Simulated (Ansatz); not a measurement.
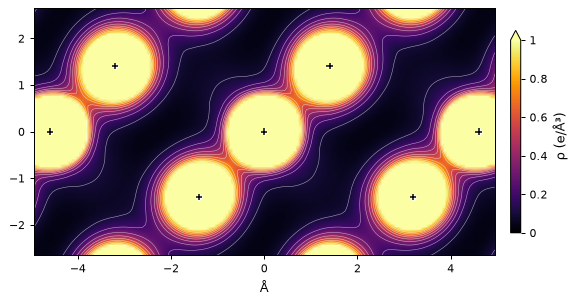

The valence pseudo-density on a plane through atoms (crosses mark nuclei in the plane).

All numbers below come from DFT, HSE06, plane waves, PAW in Ansatz 0.2.0.

Candidates:
A. TiO₂, a = 4.60 Å, b = 4.60 Å, c = 2.95 Å, α = 90.00°, β = 90.00°, γ = 90.00°. Space group P4₂/mnm; started from the rutile prototype, which need not be the ambient phase; computed pressure about −3 GPa in this cell; computed without spin polarisation.
B. GaSb, a = 4.47 Å, b = 4.47 Å, c = 10.48 Å, α = 90.00°, β = 90.00°, γ = 120.00°. Space group R3m; started from the zincblende prototype, which need not be the ambient phase; changed on purpose from its base cell (epitaxial 111 strain +3.0%); computed pressure about −2 GPa in this cell.
C. Mg₂Si, a = 4.44 Å, b = 4.44 Å, c = 11.03 Å, α = 90.00°, β = 90.00°, γ = 120.00°. Space group R-3m; started from the antifluorite prototype, which need not be the ambient phase; changed on purpose from its base cell (epitaxial 111 strain -1.0%).

Which system is this?

Candidate A: TiO₂ on the (001) plane of the conventional cell, which holds Ti and O.
